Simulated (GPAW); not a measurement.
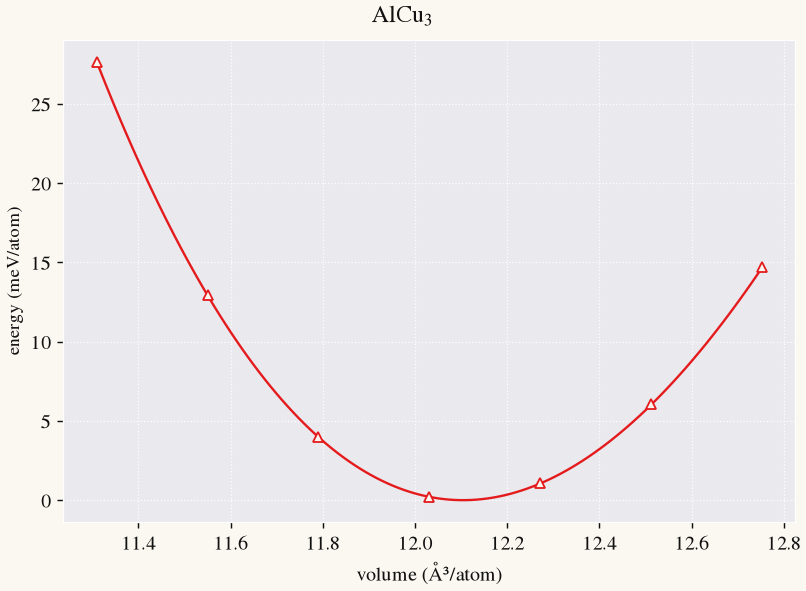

The figure shows the energy against volume for AlCu₃, space group Pm-3m (No. 221).

Cell as given: a = 3.637 Å, b = 3.637 Å, c = 3.637 Å, α = 90.00°, β = 90.00°, γ = 90.00°; 4 atoms.

Computed with GPAW 26.7.0: PAW DFT in plane waves, on a grid or in atomic orbitals, no spin polarisation; energies at scaled volumes of the given cell, shape and fractions fixed, counted from the fit's minimum, third-order Birch-Murnaghan fit. Level: PBEsol.

```csv
setting,value
k mesh,7×7×7
occupations,Fermi–Dirac
smearing width,0.05 eV
potentials,PAW data sets made by gpaw setup for the functional
wave cutoff,600 eV
program settings,basis pw
```

**What equilibrium volume and bulk modulus follow from the curve?**

A third-order Birch–Murnaghan fit gives V0 = 12.10 Å³/atom, B0 = 149 GPa and B′ = 4.7.
